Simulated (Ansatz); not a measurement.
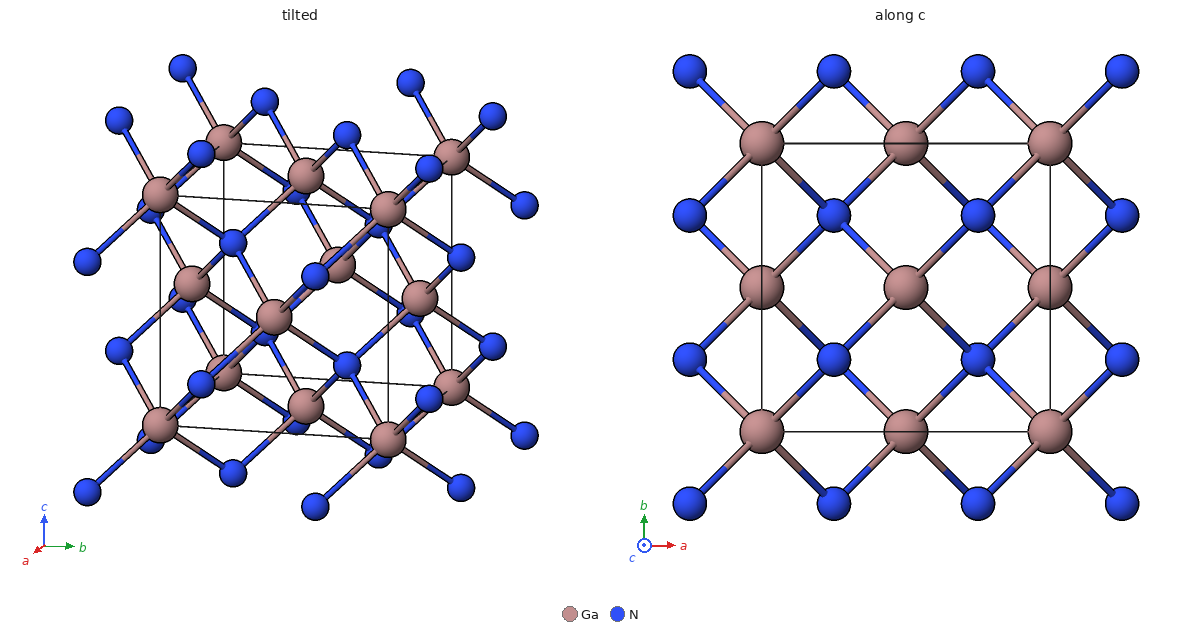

Crystal structure, ball-and-stick style, seen slightly off an axis and along the c axis. The edges of the conventional unit cell are marked. Some atoms of the next cells are drawn as well. Cell: a = 4.55 Å, b = 4.55 Å, c = 4.55 Å, α = 90.00°, β = 90.00°, γ = 90.00°.

Origin of the cell: a structure listed in the Materials Project. Earlier steps of the study may have refined or changed the cell and positions. Ansatz was used for an electronic-structure calculation on it.

Characterise what is shown.

Answer. The stoichiometry is GaN. The atoms follow space group F-43m (No. 216); the Bravais lattice is face-centred cubic. Type of structure: zinc blende (sphalerite type). There are 8 atoms in the cell: 4 Ga, 4 N. The coordination shell of Ga holds four N in a tetrahedral arrangement at about 2.0 Å. N is coordinated by four Ga in a tetrahedral arrangement at about 2.0 Å. The bonds build a three-dimensional framework.

Method: Ansatz 0.2.0, DFT r2SCAN, scalar-relativistic, plane waves, PAW; E_cut = 500 eV, k-points about 0.24 Å⁻¹ apart, Gaussian smearing of 0.02 eV, no spin polarisation.

What does the calculation say: metal or gapped?

Answer. A semiconductor at this level, with a gap of 1.94 eV, direct.

Give the Bader charge of each element.

Answer. Ga +1.63 e; N -1.63 e.

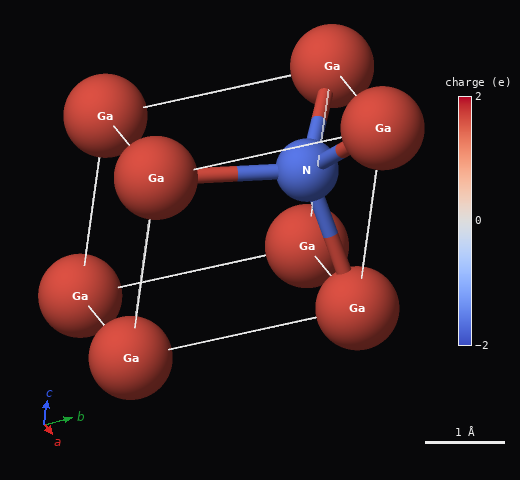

The atoms coloured by those charges. The run's cell of 2 atoms is drawn, so axes and origin can differ from the first picture.

Does the calculation find this structure at rest?

Answer. No. All forces vanish to within 0.01 eV/Å. The pressure is -6.1 GPa, so the cell would contract.
